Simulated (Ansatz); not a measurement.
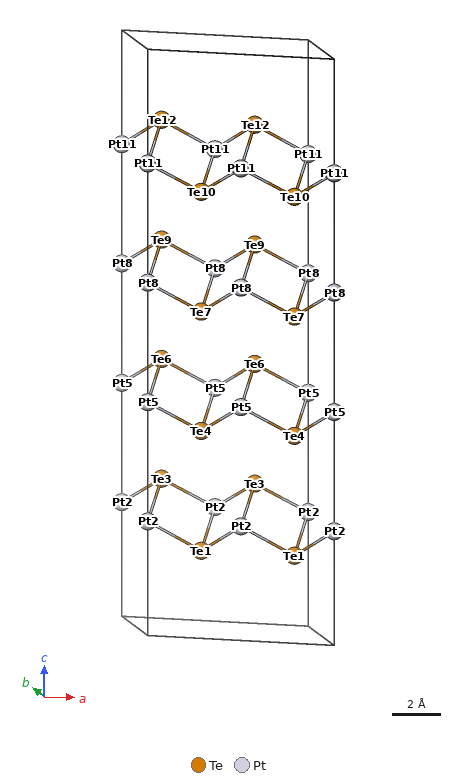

Fig. 1: The structure as given in the input (ball-and-stick view of the 2 × 1 repeat of the cell, with the vacuum cut short, seen slightly off an axis; atoms are numbered from 1 in the order of the input). An atom can appear more than once, as a periodic image.

**What a change does: geometry relaxation on PtTe2**

System: PtTe2 (slab, 12 atoms in the cell).
Method of run 1: DFT PBE, scalar-relativistic, plane waves, PAW, no spin polarisation (Ansatz 0.2.0).

The structure derives from an entry of the Crystallography Open Database. Text and figures count atoms from 1; the logs count them from 0 in places.

**The input, run 1**
```yaml
crystal:
  lattice:
    - [4.0336594709, 0.0, 0.0]
    - [-2.0168297355, 3.493251572, 0.0]
    - [0.0, 0.0, 62.006987826]
  atoms:
    - { symbol: Te, position: [0.6666666667, 0.3333333333, 0.3537635891] }
    - { symbol: Pt, position: [0.0, 0.0, 0.376247373] }
    - { symbol: Te, position: [0.3333333333, 0.6666666667, 0.3980284601] }
    - { symbol: Te, position: [0.6666666667, 0.3333333333, 0.4366583776] }
    - { symbol: Pt, position: [0.0, 0.0, 0.4586945921] }
    - { symbol: Te, position: [0.3333333333, 0.6666666667, 0.480828745] }
    - { symbol: Te, position: [0.6666666667, 0.3333333333, 0.519171255] }
    - { symbol: Pt, position: [0.0, 0.0, 0.5413054079] }
    - { symbol: Te, position: [0.3333333333, 0.6666666667, 0.5633416224] }
    - { symbol: Te, position: [0.6666666667, 0.3333333333, 0.6019715399] }
    - { symbol: Pt, position: [0.0, 0.0, 0.623752627] }
    - { symbol: Te, position: [0.3333333333, 0.6666666667, 0.6462364109] }
  periodic: [true, true, false]
basis:
  ecutwfc: 420
kpoints:
  mp_grid: { grid: [12, 12, 1] }
hamiltonian:
  xc: pbe
scf:
  occupations: { method: gaussian, width: 0.1 }
output:
  forces: true
  stress: true
  eigenvalues: true
  write_density: true
  write_potential: true
  elf: true
  volumetric_format: npy
relax:
  adjacent_minimum: "off"
  f_tol: 0.005
  max_steps: 50
  cell: { stress_2d_tol: 0.02 }
```

Launched with:
```bash
ansatz run input.yaml --threads 8 --pin off --max-ram 22528MiB --backend cpu --events-out ev --progress --plain --runs-dir out
```

Hardware: 8 threads of Arm Neoverse V1, 24 GiB of memory available, shared host.

**Output, shortened to warnings, some set-up lines, iterations and results (run 1)**
```
WARN: The output density's exchange-correlation potential varies sharply where the density is thin. Do not read a vacuum level from v_tot or v_xc, or from such a field of the output density. On a cell that repeats whose density bears no net charge and no dipole along the vacuum's axis use v_es (v_loc + v_h of the components); under efield.dipole_correction with no amplitude use v_es + v_field, …
Basis set: ecut = 420 eV, 17139 PW (Γ), exchange–correlation on 54×54×864 points (8 copies of the dense FFT grid, shifted against one another)
Symmetry: 12 space group operations
k-points: 19 of 144
Initial density: superposition of atomic densities (neutral atoms: chi_scale 0, normalization atom), corrected by the library's trained network
[...]
SCF iter   1: F=—  HF=-105936.114118 eV  |F-HF|=—  |Δ(HF+E_count)|=         —  Δρ=2.02e-3  dr2=4.79e-2  ethr=1.77e-3  ⟨swp⟩=13.8  Hψ=14089  notcnv=0  defer=80
SCF iter   2: F=—  HF=-105936.103437 eV  |F-HF|=—  |Δ(HF+E_count)|=   1.07e-2  Δρ=1.01e-3  dr2=1.72e-2  ethr=2.40e-5  ⟨swp⟩=3.9  Hψ=5830  notcnv=0  defer=173
SCF iter   3: F=—  HF=-105936.099810 eV  |F-HF|=—  |Δ(HF+E_count)|=   3.63e-3  Δρ=3.46e-4  dr2=1.80e-3  ethr=8.58e-6  ⟨swp⟩=2.9  Hψ=4040  notcnv=0  defer=173
SCF iter   4: F=—  HF=-105936.099449 eV  |F-HF|=—  |Δ(HF+E_count)|=   3.61e-4  Δρ=7.99e-5  dr2=7.22e-5  ethr=9.01e-7  ⟨swp⟩=3.4  Hψ=4468  notcnv=0  defer=173
SCF iter   5: F=—  HF=-105936.099981 eV  |F-HF|=—  |Δ(HF+E_count)|=   5.31e-4  Δρ=2.37e-5  dr2=7.90e-6  ethr=3.61e-8  ⟨swp⟩=3.8  Hψ=4704  notcnv=0  defer=173
[... 122 lines ...]
SCF iter   5: F=—  HF=-105936.277826 eV  |F-HF|=—  |Δ(HF+E_count)|=   8.24e-8  Δρ=2.72e-7  dr2=6.49e-10  ethr=5.44e-12  ⟨swp⟩=2.9  Hψ=4277  notcnv=0  defer=6
SCF iter   6: F=—  HF=-105936.277826 eV  |F-HF|=—  |Δ(HF+E_count)|=   3.82e-8  Δρ=5.56e-8  dr2=2.30e-11  ethr=1.00e-12  ⟨swp⟩=2.5  Hψ=3903  notcnv=0  defer=6
SCF iter   7: F=-105936.277826 eV  HF=-105936.277826 eV  |F-HF|=2.10e-9  |Δ(HF+E_count)|=   5.01e-9  Δρ=1.56e-8  dr2=1.82e-12  ethr=1.00e-12  ⟨swp⟩=22.1  Hψ=17356  notcnv=0
SCF 12 converged in 7 iterations: F = -105936.277826 eV  dr2 = 1.82e-12
relax step  12: F+E_penalty+E_count = -105936.27782615 eV  Δ(F+E_penalty+E_count) = -1.380e-3 eV  max|allowed force component| = 2.294e-3 eV/Å  Δτ_max = 0.0000 Å  P = +0.004 …
basis re-selected at this cell: Δ(F+E_penalty+E_count) = -1.380e-3 eV, ΔP = -0.008 N/m vs the last step (what re-selecting the basis moved, of the pressure what is left beyond the Pulay correction that the steps carried, after the strain that the cell walked since its last selection, with what the …
[...]
```

The input of run 2 differs as follows (lines with − go, lines with + come):
```diff
-  xc: pbe
+  xc: lda
-  write_density: true
-  write_potential: true
-  elf: true
-  volumetric_format: npy
```

Predict how the results change.

The total energies belong to different methods, so their difference says nothing on which is more stable or more accurate. The work function goes from 4.37 to 4.60 eV. The functional changes from PBE to LDA. The SCF takes 53 iterations over all geometry steps against 108. On the same kind of shared host run 2 took about 0.48 times as long.

**Output, shortened to warnings, some set-up lines, iterations and results (run 2)**
```
Basis set: ecut = 420 eV, 17139 PW (Γ)
Symmetry: 12 space group operations
k-points: 19 of 144
Initial density: superposition of atomic densities (neutral atoms: chi_scale 0, normalization atom), corrected by the library's trained network
[...]
SCF iter   1: F=—  HF=-103602.035377 eV  |F-HF|=—  |Δ(HF+E_count)|=         —  Δρ=3.71e-3  dr2=1.24e-1  ethr=1.77e-3  ⟨swp⟩=14.2  Hψ=14673  notcnv=0  defer=78
SCF iter   2: F=—  HF=-103602.014064 eV  |F-HF|=—  |Δ(HF+E_count)|=   2.13e-2  Δρ=1.61e-3  dr2=4.40e-2  ethr=6.20e-5  ⟨swp⟩=3.1  Hψ=5200  notcnv=0  defer=210
SCF iter   3: F=—  HF=-103602.002365 eV  |F-HF|=—  |Δ(HF+E_count)|=   1.17e-2  Δρ=5.77e-4  dr2=5.77e-3  ethr=2.20e-5  ⟨swp⟩=2.9  Hψ=4451  notcnv=0  defer=210
SCF iter   4: F=—  HF=-103602.000962 eV  |F-HF|=—  |Δ(HF+E_count)|=   1.40e-3  Δρ=1.21e-4  dr2=1.25e-4  ethr=2.89e-6  ⟨swp⟩=2.9  Hψ=4276  notcnv=0  defer=210
SCF iter   5: F=—  HF=-103602.000957 eV  |F-HF|=—  |Δ(HF+E_count)|=   4.83e-6  Δρ=3.21e-5  dr2=1.12e-5  ethr=6.23e-8  ⟨swp⟩=3.6  Hψ=4739  notcnv=0  defer=210
[... 57 lines ...]
SCF iter   4: F=—  HF=-103602.094895 eV  |F-HF|=—  |Δ(HF+E_count)|=  9.90e-10  Δρ=3.36e-7  dr2=1.39e-9  ethr=3.72e-12  ⟨swp⟩=3.6  Hψ=5394  notcnv=0
SCF iter   5: F=—  HF=-103602.094895 eV  |F-HF|=—  |Δ(HF+E_count)|=  4.95e-10  Δρ=6.69e-8  dr2=3.47e-11  ethr=1.00e-12  ⟨swp⟩=3.2  Hψ=4654  notcnv=0
SCF iter   6: F=-103602.094895 eV  HF=-103602.094895 eV  |F-HF|=1.88e-9  |Δ(HF+E_count)|=  5.68e-10  Δρ=1.44e-8  dr2=1.65e-12  ethr=1.00e-12  ⟨swp⟩=20.9  Hψ=18251  notcnv=0
SCF 7 converged in 6 iterations: F = -103602.094895 eV  dr2 = 1.65e-12
relax step   7: F+E_penalty+E_count = -103602.09489497 eV  Δ(F+E_penalty+E_count) = +1.422e-3 eV  max|allowed force component| = 2.071e-4 eV/Å  Δτ_max = 0.0000 Å  P = +0.002 …
basis re-selected at this cell: Δ(F+E_penalty+E_count) = +1.422e-3 eV, ΔP = +0.002 N/m vs the last step (what re-selecting the basis moved, of the pressure what is left beyond the Pulay correction that the steps carried, after the strain that the cell walked since its last selection, with what the …
SCF converged after 6 iterations
Free energy (F): -103602.094895 eV
Harris-Foulkes:  -103602.094895 eV  (|F-HF|=1.88e-9)
Internal energy: -103602.066625 eV  (E = F + TS)
E sigma→0 (E₀):  -103602.080760 eV
Entropy (-TS):   -0.028270 eV (-2.356 meV/atom)
Fermi energy:    -4.595897 eV
--- Per-component energies (eV) ---
  E_band       = -6470.939378
  E_kinetic    = 4022.945349
  E_local      = -2308643.077457  (includes V_loc(G=0)·N_el)
  E_nonlocal   = -1612.428312
  E_hartree    = 1153034.116653
  E_xc         = -2040.482740
  E_vxc        = -2060.573304  (∫ρ·V_xc dr)
  E_paw        = -72794.278202  (= ΣΔE_a)
  E_vpaw       = -4246.037824  (= ΣTr[D̂ρ^β])
  E_aug_tail   = -0.000703  (compensation charges beyond the density's cutoff)
  E_ewald      = 1124423.854019
  E_core_change = 7.284767  (= ΣΔE_core)
  E_smearing   = -0.028270  (= −TS)
  E_closure    = -0.000000  (closes the sum)
  Σ components = -103602.094895   (vs F -103602.094895, Δ=0.00e0)
--- Forces (eV/Å), atoms counted from 1 ---
  atom   1  Te     0.00000000    -0.00000000     0.00003313
  atom   2  Pt    -0.00000000     0.00000000    -0.00014091
  atom   3  Te    -0.00000000     0.00000000    -0.00000330
  atom   4  Te     0.00000000    -0.00000000     0.00006036
  atom   5  Pt    -0.00000000     0.00000000    -0.00020715
  atom   6  Te    -0.00000000     0.00000000     0.00002663
  atom   7  Te     0.00000000    -0.00000000    -0.00002663
  atom   8  Pt     0.00000000    -0.00000000     0.00020715
  atom   9  Te    -0.00000000     0.00000000    -0.00006036
  atom  10  Te     0.00000000    -0.00000000     0.00000330
  atom  11  Pt     0.00000000    -0.00000000     0.00014091
  atom  12  Te    -0.00000000     0.00000000    -0.00003313
  max |Σ_I F_I| component: 3.18e-18 eV/Å
--- 2D stress c σ (N/m, compression-positive) ---
        0.001917       0.000000      -0.000000
        0.000000       0.001917       0.000000
       -0.000000       0.000000       0.000000
  P = ½ c Tr σ = 0.0019 N/m
[...]
```

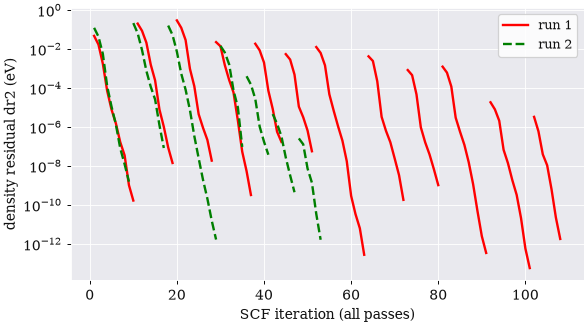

Fig. 2: Convergence of the two runs: density residual dr2 against the SCF iteration. A break in a curve parts two SCF passes. Run 1 takes 108 iterations in all, and run 2 takes 53.

**The two runs side by side**

```tsv
quantity	run 1	run 2
outcome	converged	converged
free energy per atom (eV)	−8828.0232	−8633.5079
energy per atom, smearing taken to zero (eV)	−8828.0220	−8633.5067
gap on the mesh (eV)	0.00	0.00
work function (eV)	4.37	4.60
largest force (eV/Å)	0.002	0.000
SCF iterations	108	53
irreducible k-points	19	19
wall time (shared host)	6.5 min	3.1 min
```

For both runs: Spin–orbit coupling is left out, which matters for Pt. For run 1: Warnings: the exchange-correlation potential is rough where the density is thin.
